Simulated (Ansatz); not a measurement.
**Run report: AlP, geometry relaxation (part 2 of 3)**

AlP (slab, 6 atoms in the cell); DFT r2SCAN, scalar-relativistic, plane waves, PAW, no spin polarisation (Ansatz 0.2.0); cutoff 500 eV, 9×9×1 k-mesh, Gaussian smearing of 0.05 eV. The structure derives from an entry of the Crystallography Open Database. The input holds or restrains some coordinates. Forces given for the steps count only the free coordinates. It belongs to a series of runs on one base structure; here: clean slab, lower half held.

Geometry of the input (Å; fractional positions):
```
3.8739  0.0000  0.0000
-1.9369  3.3549  0.0000
0.0000  0.0000  24.1168
P  0.0000  0.0000  0.3525
Al 0.3333  0.6667  0.3852
P  0.3333  0.6667  0.4836
Al 0.6667  0.3333  0.5164
P  0.6667  0.3333  0.6148
Al 0.0000  0.0000  0.6475
```

**Output, continued**
```
SCF iter   1: F=—  HF=-3900.254573 eV  |F-HF|=—  |Δ(HF+E_count)|=         —  Δρ=1.57e-3  dr2=1.85e-1  dr2_τ=9.44e-4  ethr=8.68e-4  p=0.242 e·Å  D=1.40e-1 V/Å  ΔV_dip=-3.37 eV  dr2_dipole=1.00e-1  V_vac-E_F(+/−)=3.11/6.48 eV  ⟨swp⟩=1.0  Hψ=933  notcnv=0  defer=15
efield: sawtooth ramp at fractional position 0.9800 (handed on by an earlier solve), width 0.0400; the density the first Hamiltonian is built on has a dipole p = 0.242 e·Å; the dipole correction subtracts the counter field D = 1.40e-1 V/Å, which shifts the + side's vacuum level by -3.37 eV against the − side's; the planar-averaged density in the ramp window peaks in size at 3.0e-7 e/Å³
preconditioner: auto → LDOS  [metal: Δε(μ)=0.047 eV  Ē_g=8.160 eV  σ=0.050 eV  W_gap=0.43  n_scr=12 (ndim 8)  ℏωp=10.3 eV  f_vac=0.533  D(μ)=2.50/eV (n_scr^D=8)  β→1.0]
SCF iter   2: F=—  HF=-3900.269795 eV  |F-HF|=—  |Δ(HF+E_count)|=   1.52e-2  Δρ=3.66e-3  dr2=9.69e-1  dr2_τ=1.06e-3  ethr=7.69e-4  p=0.262 e·Å  D=1.51e-1 V/Å  ΔV_dip=-3.65 eV  dr2_dipole=5.45e-1  V_vac-E_F(+/−)=3.01/6.66 eV  ⟨swp⟩=2.1  Hψ=251  notcnv=0  defer=15  recentre
SCF iter   3: F=—  HF=-3900.256655 eV  |F-HF|=—  |Δ(HF+E_count)|=   1.31e-2  Δρ=8.44e-4  dr2=4.63e-2  dr2_τ=1.15e-5  ethr=7.69e-4  p=0.244 e·Å  D=1.41e-1 V/Å  ΔV_dip=-3.40 eV  dr2_dipole=2.47e-2  V_vac-E_F(+/−)=3.10/6.50 eV  ⟨swp⟩=1.2  Hψ=204  notcnv=0  defer=15
SCF iter   4: F=—  HF=-3900.256285 eV  |F-HF|=—  |Δ(HF+E_count)|=   3.71e-4  Δρ=1.62e-4  dr2=7.84e-4  dr2_τ=1.33e-6  ethr=1.93e-4  p=0.247 e·Å  D=1.42e-1 V/Å  ΔV_dip=-3.43 eV  dr2_dipole=4.76e-4  V_vac-E_F(+/−)=3.10/6.53 eV  ⟨swp⟩=1.6  Hψ=297  notcnv=0  defer=15
SCF iter   5: F=—  HF=-3900.256122 eV  |F-HF|=—  |Δ(HF+E_count)|=   1.63e-4  Δρ=7.22e-5  dr2=3.68e-5  dr2_τ=5.75e-7  ethr=3.27e-6  p=0.245 e·Å  D=1.41e-1 V/Å  ΔV_dip=-3.41 eV  dr2_dipole=5.50e-6  V_vac-E_F(+/−)=3.10/6.51 eV  ⟨swp⟩=2.1  Hψ=317  notcnv=0  defer=15
SCF iter   6: F=—  HF=-3900.256046 eV  |F-HF|=—  |Δ(HF+E_count)|=   7.53e-5  Δρ=3.24e-5  dr2=8.32e-6  dr2_τ=6.04e-8  ethr=1.53e-7  p=0.245 e·Å  D=1.41e-1 V/Å  ΔV_dip=-3.41 eV  dr2_dipole=2.77e-7  V_vac-E_F(+/−)=3.10/6.51 eV  ⟨swp⟩=2.6  Hψ=326  notcnv=0  defer=15
SCF iter   7: F=—  HF=-3900.256048 eV  |F-HF|=—  |Δ(HF+E_count)|=   1.35e-6  Δρ=1.11e-5  dr2=3.48e-6  dr2_τ=9.10e-9  ethr=3.47e-8  p=0.245 e·Å  D=1.41e-1 V/Å  ΔV_dip=-3.41 eV  dr2_dipole=1.63e-6  V_vac-E_F(+/−)=3.10/6.51 eV  ⟨swp⟩=2.8  Hψ=327  notcnv=0  defer=15
SCF iter   8: F=—  HF=-3900.256048 eV  |F-HF|=—  |Δ(HF+E_count)|=   3.63e-7  Δρ=3.59e-6  dr2=2.80e-7  dr2_τ=8.04e-10  ethr=1.45e-8  p=0.245 e·Å  D=1.41e-1 V/Å  ΔV_dip=-3.41 eV  dr2_dipole=1.29e-8  V_vac-E_F(+/−)=3.11/6.51 eV  ⟨swp⟩=1.1  Hψ=213  notcnv=0  defer=15
SCF iter   9: F=—  HF=-3900.256048 eV  |F-HF|=—  |Δ(HF+E_count)|=   8.75e-8  Δρ=2.70e-6  dr2=3.55e-7  dr2_τ=2.08e-10  ethr=4.17e-10  p=0.245 e·Å  D=1.41e-1 V/Å  ΔV_dip=-3.41 eV  dr2_dipole=1.63e-7  V_vac-E_F(+/−)=3.11/6.51 eV  ⟨swp⟩=19.8  Hψ=2086  notcnv=0
SCF iter  10: F=-3900.256048 eV  HF=-3900.256048 eV  |F-HF|=5.59e-10  |Δ(HF+E_count)|=   1.94e-9  Δρ=5.73e-7  dr2=5.11e-9  dr2_τ=2.29e-11  ethr=4.17e-10  p=0.245 e·Å  D=1.41e-1 V/Å  ΔV_dip=-3.41 eV  dr2_dipole=7.53e-15  V_vac-E_F(+/−)=3.11/6.52 eV  ⟨swp⟩=10.5  Hψ=1606  notcnv=0
SCF 4 converged in 10 iterations: F = -3900.256048 eV  dr2 = 5.11e-9
relax step   4: F+E_penalty+E_count = -3900.25604800 eV  Δ(F+E_penalty+E_count) = -1.887e-3 eV  max|allowed force component| = 1.542e-2 eV/Å  Δτ_max = 0.0515 Å  (10 SCF iters, accepted)
iter 1 solved again at ethr=2.14e-11 eV; its pass at ethr=3.10e-3 eV (dr2=5.14e-9 eV) is discarded
SCF iter   1: F=—  HF=-3900.256048 eV  |F-HF|=—  |Δ(HF+E_count)|=         —  Δρ=5.72e-7  dr2=5.11e-9  dr2_τ=2.30e-11  ethr=2.14e-11  p=0.245 e·Å  D=1.41e-1 V/Å  ΔV_dip=-3.41 eV  dr2_dipole=7.01e-15  V_vac-E_F(+/−)=3.11/6.52 eV  ⟨swp⟩=1.0  Hψ=1454  notcnv=0
efield: sawtooth ramp at fractional position 0.9800 (kept from the solve that this one continues, or follows in the run), width 0.0400; the density the first Hamiltonian is built on has a dipole p = 0.245 e·Å; the dipole correction subtracts the counter field D = 1.41e-1 V/Å, which shifts the + side's vacuum level by -3.41 eV against the − side's; the planar-averaged density in the ramp window peaks in size at 1.8e-7 e/Å³
preconditioner: auto → LDOS  [insulator: Δε(μ)=0.120 eV  Ē_g=8.150 eV  σ=0.050 eV  W_gap=0.65  n_scr=12 (ndim 8)  ℏωp=10.3 eV  f_vac=0.533  D(μ)=3.11/eV (n_scr^D=10)  ε∞_Penn≈2.6  β→1.0]
SCF iter   2: F=-3900.256048 eV  HF=-3900.256048 eV  |F-HF|=8.63e-9  |Δ(HF+E_count)|=  7.89e-10  Δρ=5.10e-7  dr2=6.67e-9  dr2_τ=2.20e-11  ethr=2.13e-11  p=0.245 e·Å  D=1.41e-1 V/Å  ΔV_dip=-3.41 eV  dr2_dipole=4.51e-9  V_vac-E_F(+/−)=3.11/6.52 eV  ⟨swp⟩=10.5  Hψ=1513  notcnv=0
SCF 5 converged in 2 iterations: F = -3900.256048 eV  dr2 = 6.67e-9
```

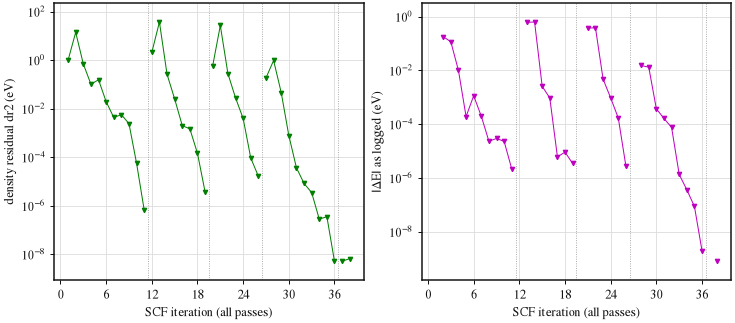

Convergence of the self-consistent field: density residual dr2 and size of the energy change against the SCF iteration. Dotted lines part the SCF passes that the log prints in full.

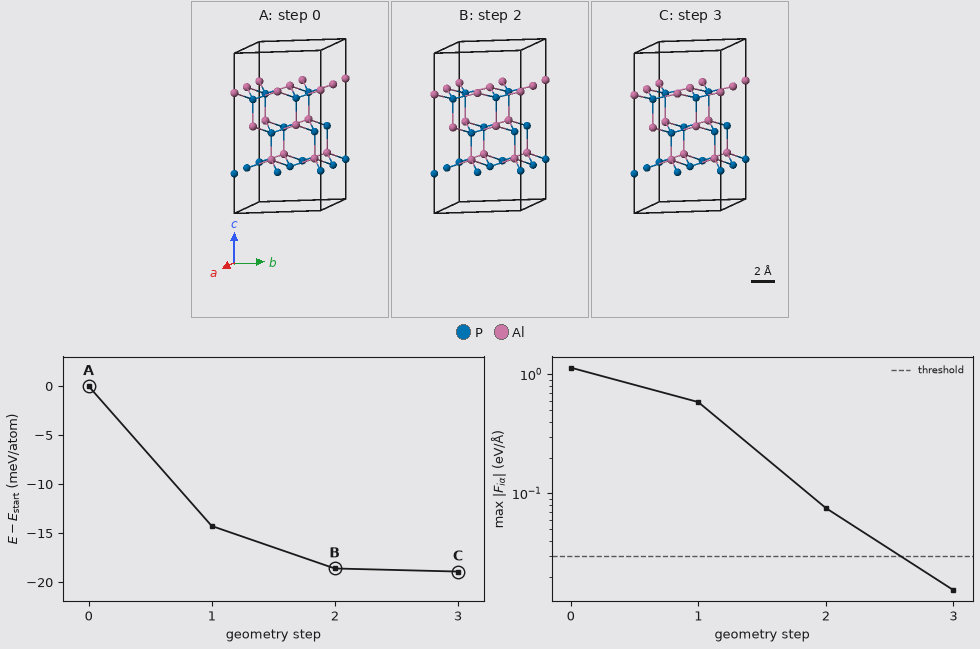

Frames of the restrained relaxation (ball-and-stick view of the 2 × 2 repeat of the cell, with the vacuum cut short, seen slightly off an axis) above the curves, on which the letters mark them (the first geometry is step 0 here and step 1 in the log).

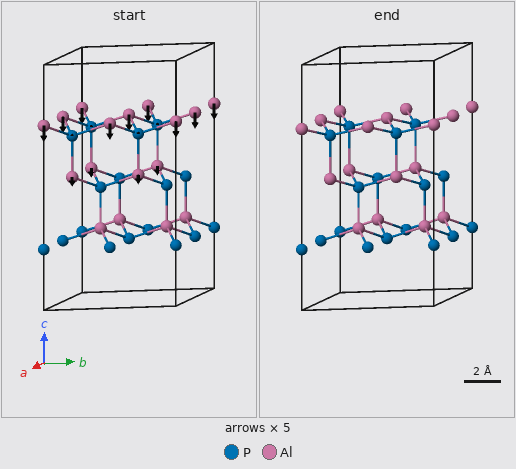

Before (left) and after (right) the restrained relaxation, at one scale (ball-and-stick view of the 2 × 2 repeat of the cell, with the vacuum cut short, seen slightly off an axis). The black arrows give the displacements, magnified 5 times. After 3 geometry steps the energy has fallen by 18.9 meV per atom. Largest force component: 1.1 eV/Å at the start, 0.015 eV/Å at the end. The atom that moves furthest is Al6 (0.19 Å). By element the largest moves are Al 0.19 Å, P 0.03 Å. The cell stays as it was. Among the contacts that change: Al4–P5 2.372 → 2.507 Å, P5–Al6 2.372 → 2.310 Å, P3–Al4 2.372 → 2.338 Å. Among the angles that change: Al4–P5–Al6 109.5° → 104.5°, P5–Al6–P5 109.5° → 114.0°, Al6–P5–Al6 109.5° → 114.0°. (Atoms are counted from 1 in the order of the input.)

```
WARN: The output density's exchange-correlation potential varies sharply where the density is thin. Do not read a vacuum level from v_tot or v_xc, or from such a field of the output density. On a cell that repeats whose density bears no net charge and no dipole along the vacuum's axis use v_es (v_loc + v_h of the components); under efield.dipole_correction with no amplitude use v_es + v_field, which holds any external_charges[].barrier, or the levels of the report's work_function block, which leave it out; under a non-zero efield.amplitude the vacuum is tilted and has no level; on a cell that repeats and bears such a dipole with no correction it is tilted too, and efield.dipole_correction with no amplitude gives each side of its ramp a level where efield: is served; in a cell that repeats whose density bears a net charge (total_charge, or a fill off its count) it is curved and has none; of a slab under crystal.periodic whose density bears no net charge use v_es, which has a level on each side, short of where the two are joined; of another it falls or rises all the way out and has none; of a slab beside external_charges read slab_vacuum_level instead, which it has where they leave it neutral. The grid or the basis barely resolves most such structure, and the values can differ between equally converged runs; as a rule a tighter scf.convergence.dr2_threshold does not remove it. Where the density itself ripples (under the LDA too) a higher basis.ecutwfc lessens it. The files hold the spikes' plane waves up to the density's cutoff. Files: v_tot_of_output_density and the like, and their columns of v_z.tsv (output.write_potential); v_xc_of_output_density and the like, and their columns of v_comp_z.tsv (output.write_potential_components). Measured: with its Gaussian average of σ = 0.25 Å subtracted twice, the exchange-correlation potential is over 0.1 eV at 863 of the grid points where the equally averaged density (valence and model cores) is under 1e-3 e/Å³, and 0.218 eV at the most among them, at an averaged density of 5.0e-4 e/Å³. The input density's (outcome.potential() and, of a run that writes arrays, v_tot and v_xc) is over 0.1 eV, so measured, at 922 points of its own thin density, 0.429 eV at the most. See output.write_potential in the manual, Limitations
SCF converged after 2 iterations
Free energy (F): -3900.256048 eV
Harris-Foulkes:  -3900.256048 eV  (|F-HF|=8.63e-9)
Internal energy: -3900.252156 eV  (E = F + TS)
E sigma→0 (E₀):  -3900.254102 eV
Entropy (-TS):   -0.003892 eV (-0.649 meV/atom)
Fermi energy:    -0.613914 eV
Dipole field:    D = 0.141242 V/Å  (p = 0.244652 e·Å, saw-weighted, corrected)
Work function:   Φ+ = 3.1081 eV   Φ− = 6.5144 eV
Levels:          The Fermi level and band energies are counted from a zero that moves with the ramp; work functions are not
--- Per-component energies (eV) ---
  E_band       = -145.251142
  E_kinetic    = 278.084511
  E_local      = -6445.480211  (includes V_loc(G=0)·N_el)
  E_nonlocal   = 130.540066
  E_hartree    = 3099.471816
  E_xc         = -283.819772
  E_vxc        = -286.267461  (∫ρ·V_xc dr)
  E_paw        = -3147.223476  (= ΣΔE_a)
  E_vpaw       = -34.159998  (= ΣTr[D̂ρ^β])
  E_aug_tail   = -0.000001  (compensation charges beyond the density's cutoff)
  E_vtau       = 12.609853  (kinetic-family band-sum trace: ∫τ·v_τ [+ j·A + Jᵃ·Aᵃ] dr)
  E_efield     = 0.017278  (sawtooth field / dipole correction)
  E_vefield    = 0.477606  (∫n·V_field dr)
  E_ewald      = 2468.610483
  E_core_change = -0.452851  (= ΣΔE_core)
  E_smearing   = -0.003892  (= −TS)
  E_closure    = 0.000000  (closes the sum)
  Σ components = -3900.256048   (vs F -3900.256048, Δ=0.00e0)
--- Forces (eV/Å), atoms counted from 1 ---
  atom   1  P      0.00000000     0.00000000     0.56542087
  atom   2  Al     0.00000000     0.00000000    -1.21894432
  atom   3  P     -0.00000000     0.00000000     0.63437702
  atom   4  Al     0.00000000    -0.00000000     0.00751894
  atom   5  P     -0.00000000     0.00000000     0.01538742
  atom   6  Al    -0.00000000     0.00000000    -0.00385231
  max |Σ_I F_I| component: 9.24e-5 eV/Å
--- Band table (eV; the first three rows and the last of 12) ---
  k-point 0: bands = ["-14.2428", "-12.9891", "-11.0121", "-6.8427", "-4.5242", "-3.5738", "-3.5738", "-2.3610", "-2.3610", "-1.3687", "-0.4627", "-0.4627", "-0.0626", "0.9012", "2.0972", "2.4201", "2.4201", "2.6738"]
  k-point 1: bands = ["-14.1239", "-12.8754", "-10.8964", "-6.7561", "-4.6707", "-4.1144", "-3.7540", "-3.1363", "-2.5267", "-1.2296", "-1.1704", "-0.6277", "-0.0418", "1.3589", "2.3360", "2.5983", "2.8052", "2.8438"]
  k-point 2: bands = ["-13.7863", "-12.5564", "-10.5713", "-6.6141", "-5.8274", "-4.4371", "-4.2097", "-4.1375", "-2.8903", "-2.4639", "-0.9918", "-0.9660", "-0.1850", "0.9840", "2.1729", "3.1118", "3.2388", "3.6567"]
  k-point 11: bands = ["-12.5882", "-11.5086", "-9.4937", "-7.9003", "-6.9839", "-6.4500", "-5.3650", "-5.2200", "-4.3011", "-3.2894", "-2.9742", "-0.9295", "-0.3922", "2.0350", "2.1489", "3.1831", "4.0354", "4.5410"]
--- Relaxed structure (4 steps of the walk, 4 accepted, 0 SCFs on fresh bases) ---
  F+E_penalty+E_count = -3900.25604800 eV   max|allowed force component| = 1.542e-2 eV/Å
  atoms:
    - { symbol: P, position: [0.0, 0.0, 0.3524512878] }
    - { symbol: Al, position: [0.3333333333333333, 0.6666666666666666, 0.3852398905] }
    - { symbol: P, position: [0.3333333333333333, 0.6666666666666666, 0.48360569859999997] }
    - { symbol: Al, position: [0.6666666666666666, 0.3333333333333333, 0.5118417839353848] }
    - { symbol: P, position: [0.6666666666666666, 0.3333333333333333, 0.6158077585218203] }
    - { symbol: Al, position: [-5.302990569121553e-34, 0.0, 0.6397876862163194] }
```

**Trajectory as extended XYZ (Å, eV, eV/Å), 4 frames, from step=1 to step=4**
```
6
Lattice="3.8739 0.0000 0.0000 -1.9369 3.3549 0.0000 0.0000 0.0000 24.1168" Properties=species:S:1:pos:R:3:forces:R:3 step=1 energy=-3900.14264
P     0.0000    0.0000    8.5000    0.0000   0.0000   0.5879
Al    0.0000    2.2366    9.2908    0.0000   0.0000  -1.0707
P     0.0000    2.2366   11.6630    0.0000   0.0000   0.9133
Al    1.9369    1.1183   12.4538    0.0000   0.0000  -0.9312
P     1.9369    1.1183   14.8261    0.0000   0.0000   1.1375
Al    0.0000    0.0000   15.6168    0.0000   0.0000  -0.6372
6
Lattice="3.8739 0.0000 0.0000 -1.9369 3.3549 0.0000 0.0000 0.0000 24.1168" Properties=species:S:1:pos:R:3:forces:R:3 step=2 energy=-3900.22817
P     0.0000    0.0000    8.5000    0.0000   0.0000   0.5730
Al    0.0000    2.2366    9.2908    0.0000   0.0000  -1.1507
P     0.0000    2.2366   11.6630    0.0000   0.0000   0.6734
Al    1.9369    1.1183   12.3845    0.0000   0.0000  -0.4186
P     1.9369    1.1183   14.8074    0.0000   0.0000   0.5846
Al    0.0000    0.0000   15.4922    0.0000   0.0000  -0.2616
6
Lattice="3.8739 0.0000 0.0000 -1.9369 3.3549 0.0000 0.0000 0.0000 24.1168" Properties=species:S:1:pos:R:3:forces:R:3 step=3 energy=-3900.25416
P     0.0000    0.0000    8.5000    0.0000   0.0000   0.5660
Al    0.0000    2.2366    9.2908    0.0000   0.0000  -1.2001
P     0.0000    2.2366   11.6630    0.0000   0.0000   0.7266
Al    1.9369    1.1183   12.3650    0.0000   0.0000  -0.0446
P     1.9369    1.1183   14.8764    0.0000   0.0000   0.0291
Al    0.0000    0.0000   15.4811    0.0000   0.0000  -0.0754
6
Lattice="3.8739 0.0000 0.0000 -1.9369 3.3549 0.0000 0.0000 0.0000 24.1168" Properties=species:S:1:pos:R:3:forces:R:3 step=4 energy=-3900.25605
P     0.0000    0.0000    8.5000    0.0000   0.0000   0.5654
Al    0.0000    2.2366    9.2908    0.0000   0.0000  -1.2189
P     0.0000    2.2366   11.6630    0.0000   0.0000   0.6344
Al    1.9369    1.1183   12.3440    0.0000   0.0000   0.0075
P     1.9369    1.1183   14.8513    0.0000   0.0000   0.0154
Al    0.0000    0.0000   15.4296    0.0000   0.0000  -0.0039
```

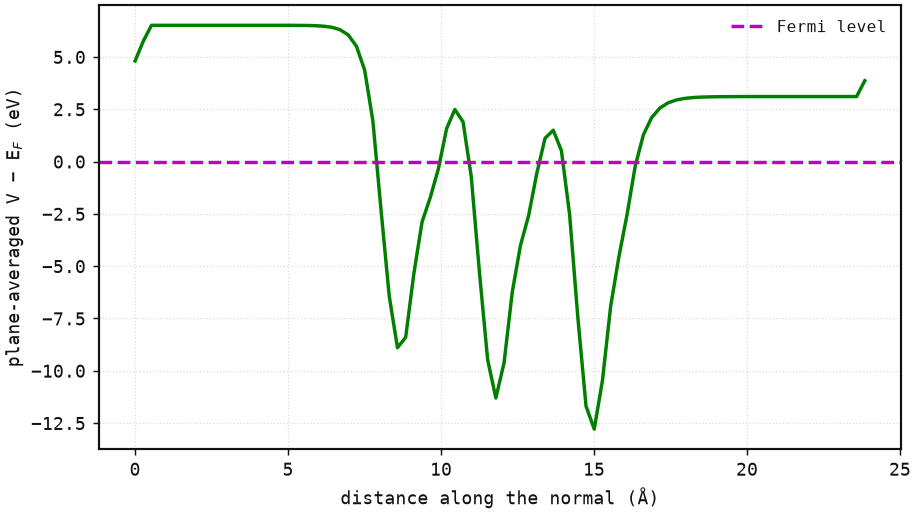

Plane average of the electrostatic potential energy of an electron across the cell, from the Fermi level. The vacuum level lies 3.11 eV above the Fermi level on the upper side and 6.51 eV on the lower.

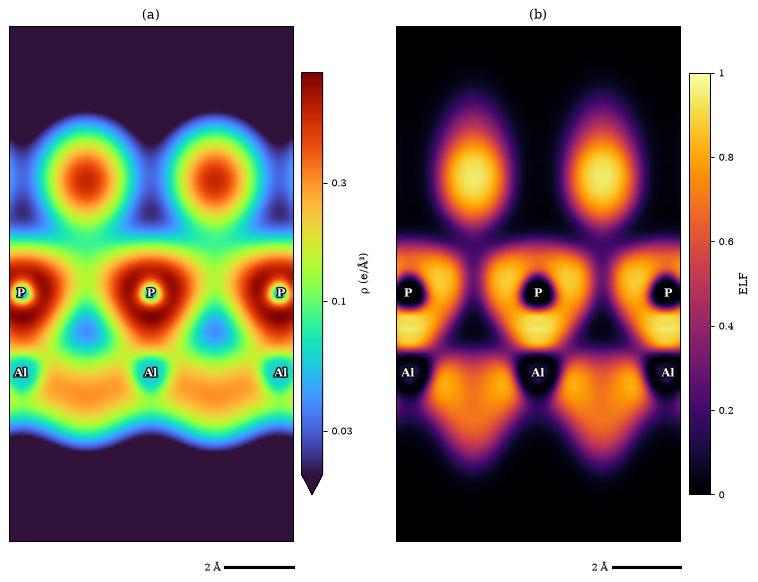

(a) valence pseudo-density; (b) electron localisation function on the (11̄0) plane of the calculation cell, a cut from vacuum to vacuum. The section cuts through Al and P sites. Al–P (2.37 Å): the density is about 0.49 e/Å³ at the midpoint; the ELF peaks at about 0.95 between the atoms (a covalent bond). The density dies away to nearly zero in the vacuum. In a PAW calculation such maps are meaningful between the atoms, not at the nuclei.

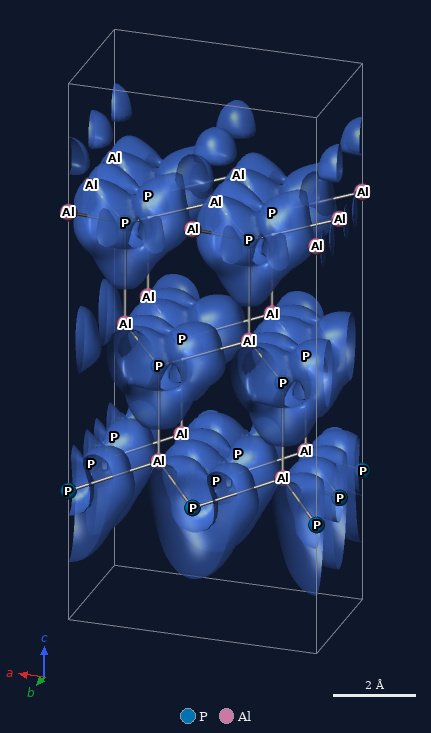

Isosurface of the ELF at 0.75 (blue), seen at an oblique angle. Only the valence region is drawn (cores and ρ < 0.01 e/Å³ removed). Sticks mark near contacts. Along the contacts the grid gives the following.
